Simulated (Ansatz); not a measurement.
```xyz
8
Lattice="3.5684 0.0000 0.0000 -1.7842 3.0903 0.0000 0.0000 0.0000 16.0330" Properties=species:S:1:pos:R:3 pbc="T T T"
Ga    0.0000    2.0602    2.7899
Ga    1.7842    1.0301   10.8064
Ga    0.0000    2.0602    5.2266
Ga    1.7842    1.0301   13.2431
S     0.0000    2.0602    9.7198
S     1.7842    1.0301    1.7033
S     0.0000    2.0602   14.3296
S     1.7842    1.0301    6.3132
```

Space group P6₃/mmc.

These are results of Ansatz 0.2.0, DFT PBEsol, scalar-relativistic, plane waves, PAW, not measurements.

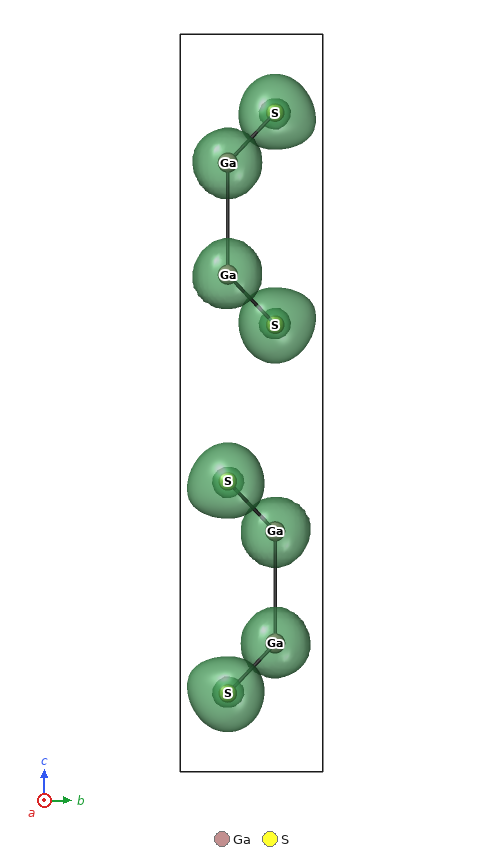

GaS. Isosurface of the valence charge density (pseudo) at 0.8 e/Å³ (green), seen along the a axis. Sticks mark near contacts.

In a PAW calculation such maps are meaningful between the atoms, not at the nuclei.

**What does this surface tell about the bonding?**

At this value the density breaks into separate islands; it holds about 60 % of the electrons treated as valence (semicore included). It bridges none of the near contacts. It is pinched off along the shortest Ga–S (2.33 Å) and Ga–Ga (2.44 Å) contacts. On the grid the lowest density along these lines, outside the cores, is 0.52 e/Å³ (Ga–S, 2.33 Å) and 0.46 e/Å³ (Ga–Ga, 2.44 Å).

**Metal or insulator at this level of theory?**

It is gapped, with a Kohn–Sham gap of 1.7 eV on the k-point mesh (the band edges may lie off the mesh, which would make the gap smaller).
